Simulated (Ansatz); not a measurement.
**Run report: NiSi, density-of-states calculation**

System: NiSi (16 atoms in the cell).
Method: DFT PBEsol, scalar-relativistic, plane waves, PAW, no spin polarisation (Ansatz 0.2.0).

The structure was made by swapping elements on the sites of another compound; it need not be a known phase. It belongs to a series of runs on one base structure; here: Ni and Si exchanged on 1 pairs of sites drawn at random in a supercell of the crystal, relaxed. Figures and captions count atoms from 1; the log counts them from 0 in places.

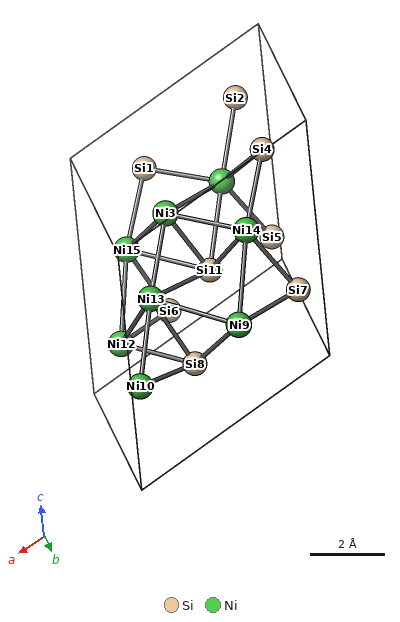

Fig. 1: The structure (ball-and-stick view of the reduced cell, seen at an oblique angle; atoms are numbered from 1 in the order of the input).

The input
```yaml
crystal:
  lattice:
    - [-6.29052, -1.3e-05, -2.3e-05]
    - [-3.145249, -3.144324, 4.635372]
    - [-3.145235, 3.143524, 4.634827]
  atoms:
    - { symbol: Si, position: [0.8315578526, 0.6695873109, 0.1673254401] }
    - { symbol: Si, position: [0.8152381736, 0.185068817, 0.6826215373] }
    - { symbol: Ni, position: [0.3162549641, 0.6838504734, 0.1813901583] }
    - { symbol: Si, position: [0.3317012175, 0.169467153, 0.6672317672] }
    - { symbol: Si, position: [0.9533603455, 0.0478988611, 0.0927011197] }
    - { symbol: Si, position: [0.9533941907, 0.5951561223, 0.5454339311] }
    - { symbol: Si, position: [0.4051093205, 0.0468157097, 0.0937408865] }
    - { symbol: Si, position: [0.4051025816, 0.5961771895, 0.5443593646] }
    - { symbol: Ni, position: [0.0817816888, 0.4199104999, 0.9174303364] }
    - { symbol: Ni, position: [0.0556019181, 0.9444755111, 0.4419568983] }
    - { symbol: Si, position: [0.5521400459, 0.4476508538, 0.9450065387] }
    - { symbol: Ni, position: [0.5813837986, 0.9199326557, 0.4175589417] }
    - { symbol: Ni, position: [0.1738504319, 0.8273210886, 0.8160080979] }
    - { symbol: Ni, position: [0.1739983634, 0.3183697742, 0.3249375925] }
    - { symbol: Ni, position: [0.6817934918, 0.8258476544, 0.8173719813] }
    - { symbol: Ni, position: [0.6816646989, 0.3197380682, 0.3234451593] }
basis:
  ecutwfc: 420
kpoints:
  mp_grid: { grid: [8, 5, 6] }
hamiltonian:
  xc: pbesol
scf:
  occupations: { method: gaussian, width: 0.1 }
  n_extra_bands: 8
output:
  forces: true
  stress: true
  eigenvalues: true
  populations: true
  dos:
    method: { smearing: { sigma: 0.1, scheme: gaussian } }
    projected: true
    de: 0.02
  write_density: true
  write_potential: true
  elf: true
  volumetric_format: npy
```

Run as:
```bash
ansatz run input.yaml --threads 4 --pin off --max-ram 9216MiB --backend cpu --events-out ev --progress --plain --runs-dir out
```

Output
```
scf.n_extra_bands = 8 over 88 filled bands (N_el = 176.0): the run solves 96 bands
Engine: ansatz 0.2.0, x86_64-unknown-linux-gnu
Pseudopotentials: kind: paw
Pseudopotential: Si, paw, valence charge 4, recommended cutoff 420 eV (normal), Si.paw.azcp
Pseudopotential: Ni, paw, valence charge 18, recommended cutoff 420 eV (normal), Ni.paw.azcp
Functional definition: PBEsol
  exchange = pbesol_x
  correlation = pbesol_c
Crystal: 16 atoms, lattice volume = 183.336 Å³
Basis set: ecut = 420 eV, 3623 PW (Γ), exchange–correlation on 90×90×90 points (8 copies of the dense FFT grid, shifted against one another)
Bands: 96, of which v1, the nominal top of the filled ones, is band 88 counted from 1 (87 counted from 0)
Symmetry: 1 space group operations
Space group: P1 (ITA 1), of the structure as read, at distance tolerance 5.7e-5 Å
k-points: 122 of 240 (time reversal used)
Non-local potential: Si, projectors of the file, l = 0: 2, l = 1: 2, l = 2: 2
Non-local potential: Ni, projectors of the file, l = 0: 3, l = 1: 2, l = 2: 3, l = 3: 1
PAW form: soft (Blöchl's): semilocal exchange-correlation on the pseudo side does not see the compensation charge
PAW frozen core: Si, regenerated for the run's functional, and the local potential with it (the file was generated under x = pbe(κ = 0.804, μ = 0.2195149727645171), c = pbe(β = 0.06672455060314922))
PAW frozen core: Ni, regenerated for the run's functional, and the local potential with it (the file was generated under x = pbe(κ = 0.804, μ = 0.2195149727645171), c = pbe(β = 0.06672455060314922))
PAW one-centre angular grid: Si, 110 points (default); XC on 64 Gauss nodes
PAW one-centre angular grid: Ni, 590 points (default); XC on 64 Gauss nodes
Initial density: superposition of atomic densities (neutral atoms: chi_scale 0, normalization atom), corrected by the library's trained network
Initial wavefunctions: pseudopotential atomic-orbital guess
Functional: x = pbesol(κ = 0.804, μ = 0.12345679012345678), c = pbesol(β = 0.046)
SCF iter   1: F=—  HF=-51419.213508 eV  |F-HF|=—  |Δ(HF+E_count)|=         —  Δρ=1.95e-2  dr2=4.19e-1  ethr=1.77e-3  ⟨swp⟩=5.5  Hψ=45116  notcnv=0
preconditioner: auto → Kerker (q_TF=auto, 2.710 Å⁻¹)  [metal: Δε(μ)=0.007 eV  Ē_g=5.471 eV  σ=0.100 eV  W_gap=0.04  n_scr=58 (ndim 8)  ℏωp=29.0 eV  f_vac=0.000  D(μ)=4.51/eV (n_scr^D=26)]
SCF iter   2: F=—  HF=-51419.155157 eV  |F-HF|=—  |Δ(HF+E_count)|=   5.84e-2  Δρ=3.27e-3  dr2=1.79e-2  ethr=2.38e-4  ⟨swp⟩=2.6  Hψ=23140  notcnv=0  defer=222
SCF iter   3: F=—  HF=-51419.151125 eV  |F-HF|=—  |Δ(HF+E_count)|=   4.03e-3  Δρ=1.84e-3  dr2=6.07e-3  ethr=1.01e-5  ⟨swp⟩=1.6  Hψ=13914  notcnv=0  defer=222
SCF iter   4: F=—  HF=-51419.149620 eV  |F-HF|=—  |Δ(HF+E_count)|=   1.50e-3  Δρ=5.91e-4  dr2=6.75e-4  ethr=3.45e-6  ⟨swp⟩=2.1  Hψ=17776  notcnv=0  defer=222
SCF iter   5: F=—  HF=-51419.149556 eV  |F-HF|=—  |Δ(HF+E_count)|=   6.46e-5  Δρ=4.15e-4  dr2=2.26e-4  ethr=3.84e-7  ⟨swp⟩=2.0  Hψ=16713  notcnv=0  defer=222
SCF iter   6: F=—  HF=-51419.149531 eV  |F-HF|=—  |Δ(HF+E_count)|=   2.43e-5  Δρ=7.10e-5  dr2=6.90e-6  ethr=1.29e-7  ⟨swp⟩=2.0  Hψ=15974  notcnv=0  defer=222
SCF iter   7: F=—  HF=-51419.149611 eV  |F-HF|=—  |Δ(HF+E_count)|=   7.99e-5  Δρ=2.92e-5  dr2=1.19e-6  ethr=3.92e-9  ⟨swp⟩=2.0  Hψ=21362  notcnv=0  defer=222
SCF iter   8: F=—  HF=-51419.149611 eV  |F-HF|=—  |Δ(HF+E_count)|=   7.56e-9  Δρ=1.93e-5  dr2=5.00e-7  ethr=6.76e-10  ⟨swp⟩=2.0  Hψ=20964  notcnv=0  defer=222
SCF iter   9: F=-51419.149611 eV  HF=-51419.149611 eV  |F-HF|=1.31e-8  |Δ(HF+E_count)|=   5.78e-8  Δρ=2.81e-6  dr2=1.75e-8  ethr=5.68e-11  ⟨swp⟩=10.9  Hψ=94683  notcnv=0
SCF 1 converged in 9 iterations: F = -51419.149611 eV  dr2 = 1.75e-8
  greatest PAW one-centre occupation: 1.001 electrons in one spin orbital (limit 2), on the Ni atom at site 9 (counted from 0), in its partial waves of l = 1
SCF converged after 9 iterations
Free energy (F): -51419.149611 eV
Harris-Foulkes:  -51419.149611 eV  (|F-HF|=1.31e-8)
Internal energy: -51419.127393 eV  (E = F + TS)
E sigma→0 (E₀):  -51419.138502 eV
Entropy (-TS):   -0.022218 eV (-1.389 meV/atom)
Fermi energy:    15.753910 eV
--- Per-component energies (eV) ---
  E_band       = -2406.992292
  E_kinetic    = 2637.151956
  E_local      = -36696.533324  (includes V_loc(G=0)·N_el)
  E_nonlocal   = 5294.335651
  E_hartree    = 15930.452340
  E_xc         = -1136.577510
  E_vxc        = -1280.145640  (∫ρ·V_xc dr)
  E_paw        = -16757.885849  (= ΣΔE_a)
  E_vpaw       = -4222.697647  (= ΣTr[D̂ρ^β])
  E_aug_tail   = 0.004117  (compensation charges beyond the density's cutoff)
  E_ewald      = -20691.905570
  E_core_change = 1.830796  (= ΣΔE_core)
  E_smearing   = -0.022218  (= −TS)
  E_closure    = 0.000000  (closes the sum)
  Σ components = -51419.149611   (vs F -51419.149611, Δ=0.00e0)
--- Forces (eV/Å), atoms counted from 1 ---
  atom   1  Si    -0.00588105    -0.00665925    -0.05354909
  atom   2  Si     0.00534187    -0.00216838    -0.01885561
  atom   3  Ni    -0.00365920    -0.00415266    -0.02879079
  atom   4  Si    -0.00175684    -0.00562307    -0.03899559
  atom   5  Si    -0.05219473     0.05642912    -0.00043975
  atom   6  Si    -0.05437424    -0.05068397     0.00130303
  atom   7  Si     0.05092252     0.04665817    -0.00064237
  atom   8  Si     0.05762558    -0.04704004    -0.00162965
  atom   9  Ni     0.00817579     0.00432546    -0.02283959
  atom  10  Ni    -0.00235554     0.00633500     0.04006449
  atom  11  Si    -0.00292292     0.00360378     0.12078694
  atom  12  Ni     0.00961744     0.00728237    -0.02460533
  atom  13  Ni     0.00619211    -0.01875397     0.00547377
  atom  14  Ni     0.00922124     0.01533852     0.00806666
  atom  15  Ni    -0.01422316    -0.02017288     0.00652982
  atom  16  Ni    -0.00972826     0.01528220     0.00808854
  max |Σ_I F_I| component: 3.45e-5 eV/Å
--- Stress (GPa, compression-positive) ---
       -0.336023      -0.038982       0.034346
       -0.038982      -0.343906       0.068872
        0.034346       0.068872       0.189099
  P = ⅓ Tr σ = -0.1636 GPa (-1.636 kbar)
--- Band table (eV; the first three rows and the last of 122) ---
  k-point 0: bands = ["-87.7510", "-87.7491", "-87.7171", "-87.7141", "-87.7117", "-87.7099", "-87.7037", "-87.5993", "-48.4377", "-48.4351", "-48.4025", "-48.4021", "-48.3973", "-48.3962", "-48.3664", "-48.3056", "-48.3034", "-48.2741", "-48.2579", "-48.2556", "-48.2346", "-48.2322", "-48.2308", "-48.2270", "-48.1763", "-48.1748", "-48.1742", "-48.1732", "-48.1698", "-48.1637", "-48.0840", "-48.0822", "1.9612", "6.0491", "6.1286", "6.1580", "6.1620", "7.2118", "7.8645", "7.8983", "8.6653", "8.6672", "8.7964", "8.8046", "9.3744", "9.3750", "9.8792", "11.5846", "11.7744", "11.7759", "12.0099", "12.0105", "12.0113", "12.0297", "12.1185", "12.1196", "12.1546", "12.1777", "12.2090", "12.3682", "12.3708", "12.6188", "12.7797", "12.7822", "12.9153", "13.2084", "13.2487", "13.2511", "13.3878", "13.4655", "13.5505", "13.6742", "13.6757", "13.7409", "13.8795", "13.8847", "13.9270", "14.0926", "14.1415", "14.1461", "14.1632", "14.1640", "14.1677", "14.2631", "14.4403", "14.4417", "15.1465", "15.5717", "15.5805", "16.8100", "17.3435", "18.0704", "18.3642", "18.3654", "19.1764", "19.1770"]
  k-point 1: bands = ["-87.7510", "-87.7491", "-87.7170", "-87.7142", "-87.7117", "-87.7099", "-87.7037", "-87.5993", "-48.4377", "-48.4351", "-48.4023", "-48.4018", "-48.3976", "-48.3964", "-48.3673", "-48.3055", "-48.3032", "-48.2734", "-48.2570", "-48.2544", "-48.2351", "-48.2322", "-48.2308", "-48.2266", "-48.1815", "-48.1787", "-48.1745", "-48.1737", "-48.1652", "-48.1604", "-48.0840", "-48.0823", "2.1041", "5.1381", "6.0559", "6.1745", "6.8075", "7.1208", "7.5158", "7.6574", "8.3824", "8.8679", "8.9149", "9.5185", "9.6643", "9.8043", "10.2309", "11.4307", "11.7138", "11.7342", "11.8492", "11.8979", "12.0056", "12.0606", "12.1177", "12.1304", "12.1781", "12.2338", "12.2668", "12.3991", "12.4301", "12.5786", "12.7844", "12.7896", "12.9160", "13.0122", "13.1138", "13.3648", "13.3770", "13.4889", "13.5320", "13.6074", "13.6172", "13.8520", "13.8922", "13.9096", "13.9794", "14.0682", "14.1065", "14.1527", "14.1779", "14.1929", "14.2259", "14.3014", "14.4022", "14.4724", "15.0858", "15.2340", "15.9211", "16.4355", "16.7549", "18.1629", "18.1847", "18.4876", "19.1542", "19.1700"]
  k-point 2: bands = ["-87.7510", "-87.7491", "-87.7169", "-87.7143", "-87.7116", "-87.7100", "-87.7038", "-87.5993", "-48.4377", "-48.4351", "-48.4020", "-48.4010", "-48.3982", "-48.3969", "-48.3688", "-48.3053", "-48.3029", "-48.2722", "-48.2554", "-48.2515", "-48.2356", "-48.2328", "-48.2304", "-48.2261", "-48.1875", "-48.1852", "-48.1746", "-48.1737", "-48.1606", "-48.1565", "-48.0842", "-48.0825", "2.5237", "4.1291", "6.0045", "6.2607", "6.6871", "6.9523", "6.9874", "7.8134", "8.4365", "9.3922", "9.4057", "9.8610", "10.3973", "10.4456", "10.8500", "11.0292", "11.3258", "11.5345", "11.7012", "11.8540", "11.9141", "12.0154", "12.1264", "12.1652", "12.2630", "12.2643", "12.2845", "12.4804", "12.5614", "12.5666", "12.7560", "12.8183", "12.8497", "12.9239", "13.0034", "13.1949", "13.3025", "13.4764", "13.4937", "13.6198", "13.6751", "13.8486", "13.8623", "13.9415", "14.0535", "14.0996", "14.1283", "14.1390", "14.2024", "14.2280", "14.3065", "14.3278", "14.3937", "14.8055", "14.8217", "15.0956", "16.1411", "16.2909", "16.6882", "17.6634", "17.7762", "18.2892", "18.4442", "18.5036"]
  k-point 121: bands = ["-87.7510", "-87.7491", "-87.7168", "-87.7143", "-87.7116", "-87.7101", "-87.7038", "-87.5993", "-48.4376", "-48.4350", "-48.4021", "-48.4006", "-48.3982", "-48.3971", "-48.3694", "-48.3079", "-48.2996", "-48.2683", "-48.2566", "-48.2553", "-48.2386", "-48.2318", "-48.2295", "-48.2257", "-48.1797", "-48.1776", "-48.1757", "-48.1712", "-48.1699", "-48.1644", "-48.0828", "-48.0820", "3.5861", "3.9986", "4.2748", "4.7001", "6.6857", "7.1743", "8.1084", "8.8542", "9.3370", "9.7040", "9.9676", "10.2956", "10.4347", "10.5572", "10.8222", "10.8648", "11.0165", "11.3782", "11.7411", "11.7968", "11.8468", "11.9216", "11.9559", "11.9931", "12.1212", "12.1839", "12.3293", "12.3662", "12.4958", "12.5436", "12.6463", "12.6939", "12.7304", "12.7752", "13.0062", "13.1120", "13.2849", "13.4438", "13.5098", "13.6226", "13.7319", "13.8431", "13.9028", "13.9892", "14.0298", "14.0598", "14.1727", "14.2240", "14.2728", "14.3342", "14.4227", "14.5617", "14.5826", "14.7787", "15.1285", "15.3533", "15.7025", "15.8857", "16.5338", "16.6723", "17.0370", "17.2640", "17.9527", "18.4929"]
--- Löwdin populations: 16 sites ---
  site symbol       q [e]
     0     Si      4.2101
     1     Si      4.1695
     2     Ni     17.5526
     3     Si      4.2100
     4     Si      4.2213
     5     Si      4.2210
     6     Si      4.2197
     7     Si      4.2196
     8     Ni     17.5158
     9     Ni     17.5528
    10     Si      4.1582
    11     Ni     17.5157
    12     Ni     17.5233
    13     Ni     17.5234
    14     Ni     17.5234
    15     Ni     17.5235
  spilling = 0.012159 (of n_electrons = 176.000000)
```

File populations.tsv
```
# site	symbol	l	j	q
# orbitals = lowdin
# n_electrons = 176.000000
# spilling = 0.012159
0	Si	0_3S	-	1.344633
0	Si	1_3P	-	2.865506
1	Si	0_3S	-	1.323794
1	Si	1_3P	-	2.845681
2	Ni	0_3S	-	1.987359
2	Ni	0_4S	-	0.611399
2	Ni	1_3P	-	5.993838
2	Ni	2_3D	-	8.959981
3	Si	0_3S	-	1.344288
3	Si	1_3P	-	2.865712
4	Si	0_3S	-	1.342844
4	Si	1_3P	-	2.878489
5	Si	0_3S	-	1.343012
5	Si	1_3P	-	2.877980
6	Si	0_3S	-	1.341658
6	Si	1_3P	-	2.878039
7	Si	0_3S	-	1.341626
7	Si	1_3P	-	2.877981
8	Ni	0_3S	-	1.988643
8	Ni	0_4S	-	0.588148
8	Ni	1_3P	-	5.994520
8	Ni	2_3D	-	8.944519
9	Ni	0_3S	-	1.986223
9	Ni	0_4S	-	0.595968
9	Ni	1_3P	-	5.992782
9	Ni	2_3D	-	8.977851
10	Si	0_3S	-	1.337370
10	Si	1_3P	-	2.820838
11	Ni	0_3S	-	1.988635
11	Ni	0_4S	-	0.587976
11	Ni	1_3P	-	5.994517
11	Ni	2_3D	-	8.944554
12	Ni	0_3S	-	1.988946
12	Ni	0_4S	-	0.591884
12	Ni	1_3P	-	5.994616
12	Ni	2_3D	-	8.947847
13	Ni	0_3S	-	1.988946
13	Ni	0_4S	-	0.592042
13	Ni	1_3P	-	5.994616
13	Ni	2_3D	-	8.947818
14	Ni	0_3S	-	1.988961
14	Ni	0_4S	-	0.592018
14	Ni	1_3P	-	5.994620
14	Ni	2_3D	-	8.947830
15	Ni	0_3S	-	1.988963
15	Ni	0_4S	-	0.591978
15	Ni	1_3P	-	5.994619
15	Ni	2_3D	-	8.947897
```

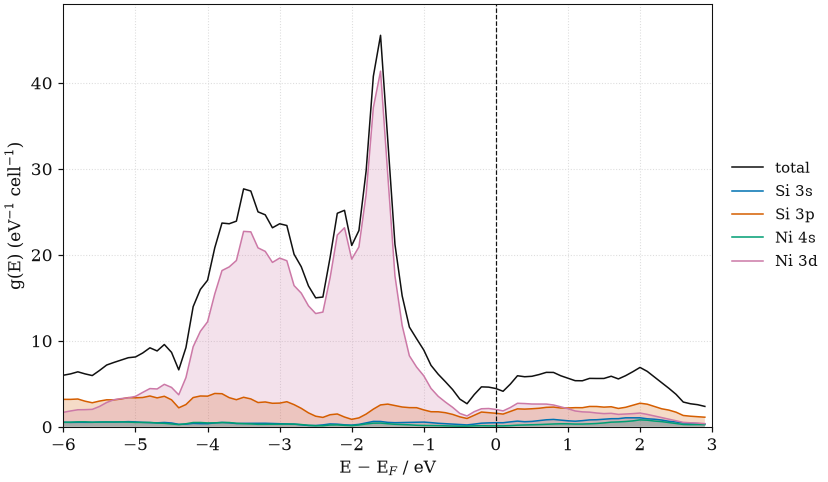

Fig. 2: Density of states (projected on Löwdin-orthogonalised atomic shells), with energies from the Fermi level. There are states at the Fermi level: a metal at this level of theory.

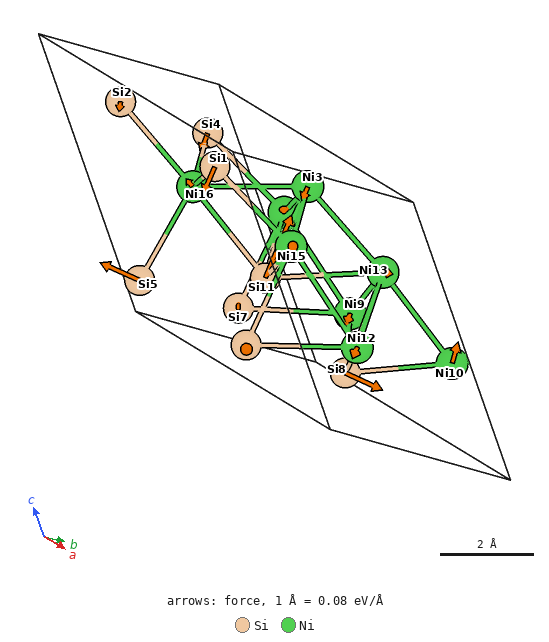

Fig. 3: Forces on the atoms as orange arrows (ball-and-stick view of the reduced cell, seen at an oblique angle; atoms are numbered from 1 in the order of the input). The largest act on Si11 (0.12 eV/Å); Si5 (0.08 eV/Å); Si6, Si7, Si8 (0.07 eV/Å); Si1 (0.05 eV/Å), among others. The geometry is not a stationary point of this energy.

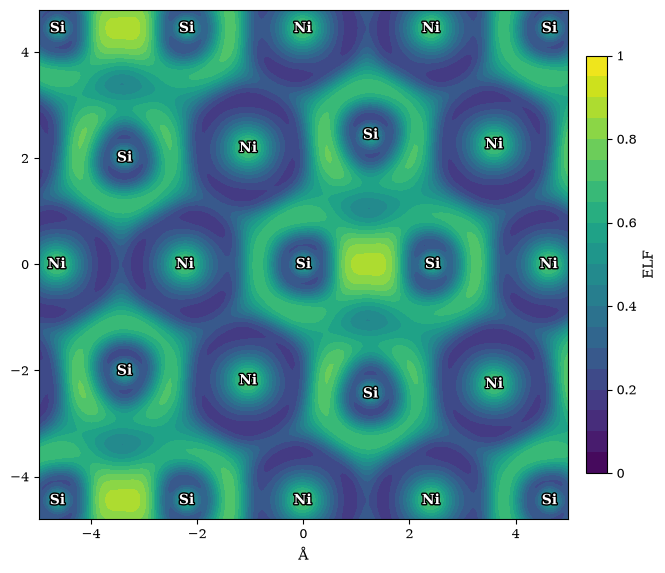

Fig. 4: Electron localisation function on the (110) plane of the conventional cell. Atoms in the plane: Si and Ni. Si–Ni (2.19 Å): the ELF is about 0.50 at the midpoint. Ni–Ni (2.42 Å): the ELF is about 0.25 at the midpoint; no localised pair between them. Si–Si (2.43 Å): the ELF peaks at about 0.85 between the atoms, which marks a covalent bond. Si–Ni (2.23 Å): the ELF is about 0.45 at the midpoint. Si–Ni (2.31 Å): the ELF is about 0.45 at the midpoint. The strong features right at Ni lie inside the PAW spheres (semicore, d or f shells) and say nothing about bonding. The fields are those of the smooth PAW valence density.

Key numbers

| quantity | value |
| --- | --- |
| outcome | converged |
| space group (tolerance 0.01 Å) | Cm (8) |
| electrons treated | 176 |
| free energy | −51419.1496 eV |
| Fermi energy | 15.754 eV |
| gap on the k-point mesh | none (metallic) |
| pressure | −0.16 GPa |
| largest force (length of the vector) | 0.121 eV/Å |
| hardware | 4 threads of Intel Xeon (Sapphire Rapids), 64 GiB of memory available, shared host |
| wall time | 62 s (CPU time 4.1 min) |
| peak memory | 1.8 GiB |

The run has no spin polarisation, so a magnetic state may lie lower.
